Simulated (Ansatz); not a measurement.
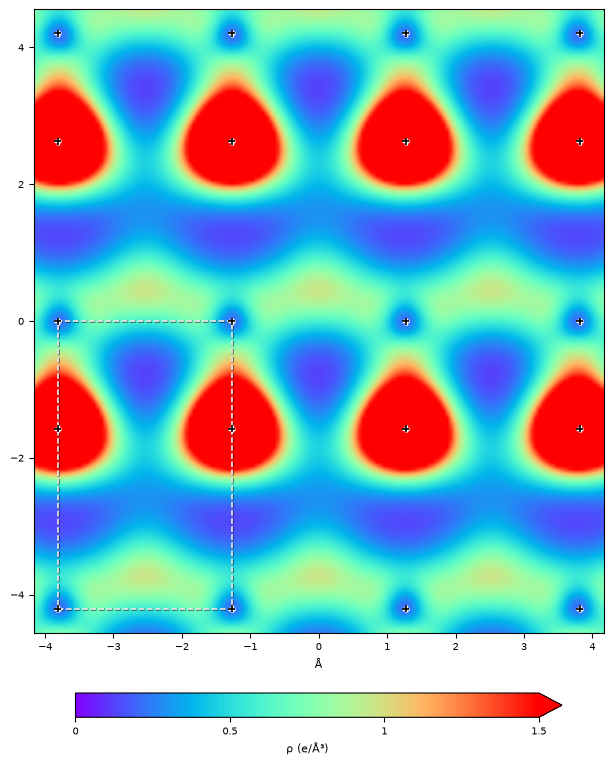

The valence charge density (pseudo) on a plane through atoms (crosses mark nuclei in the plane).

The calculation used DFT r2SCAN, scalar-relativistic, plane waves, PAW in Ansatz 0.2.0.

Candidates:
A. Si, a = 2.75 Å, b = 4.42 Å, c = 2.47 Å, α = 90.00°, β = 89.98°, γ = 89.99°. Space group Cmmm; a structure from a database of computed crystals, not necessarily the ambient phase.
B. SnO, a = 3.81 Å, b = 3.81 Å, c = 9.88 Å, α = 90.00°, β = 90.00°, γ = 90.00°. Space group P4/nmm; a structure from a database of computed crystals, not necessarily the ambient phase.
C. BN, a = 2.54 Å, b = 2.54 Å, c = 4.21 Å, α = 90.00°, β = 90.00°, γ = 120.00°. Space group P6₃mc; a structure from a database of computed crystals, not necessarily the ambient phase.

Question: Which candidate gave the map?

Answer: Candidate C: BN on the (100) plane of the conventional cell, which holds B and N. B–N (1.58 Å): ρ at the midpoint is about 1.4 e/Å³.
